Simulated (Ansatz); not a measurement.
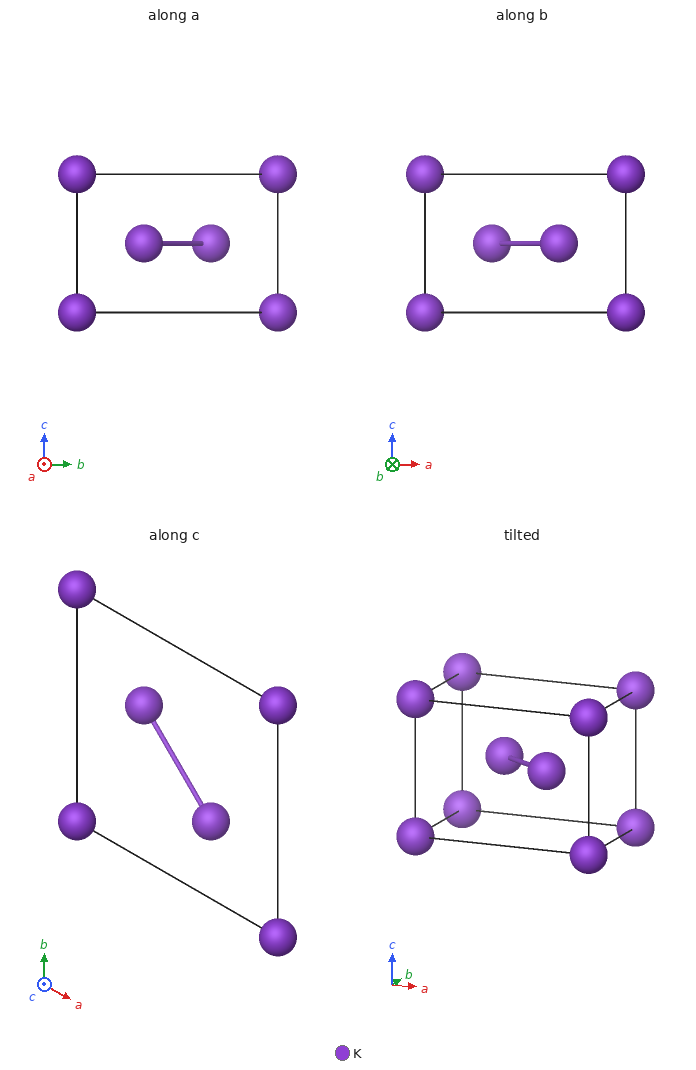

The figure gives a ball-and-stick picture of the atoms, viewed along the a axis, along the b axis, along the c axis and slightly off an axis. The edges of the conventional unit cell are marked.

Lattice parameters: a = 7.7544 Å, b = 7.7544 Å, c = 4.6221 Å, α = 90.000°, β = 90.000°, γ = 120.000°.

Express the structure as a CIF with its space group and independent sites.

```cif
data_structure
_symmetry_space_group_name_H-M 'P 6/m m m'
_symmetry_Int_Tables_number 191
_cell_length_a 7.7544
_cell_length_b 7.7544
_cell_length_c 4.6221
_cell_angle_alpha 90.000
_cell_angle_beta 90.000
_cell_angle_gamma 120.000
_cell_volume 240.70
loop_
_atom_site_label
_atom_site_type_symbol
_atom_site_symmetry_multiplicity
_atom_site_Wyckoff_symbol
_atom_site_fract_x
_atom_site_fract_y
_atom_site_fract_z
_atom_site_occupancy
K1 K 1 a 0.0000 0.0000 0.0000 1
K2 K 2 d 0.3333 0.6667 0.5000 1
```

Its origin is a structure type filled with this element by a generator (whether the element takes this form wasn't checked). Earlier steps of the study may have refined or changed the cell and positions. It went into a calculation with Ansatz.
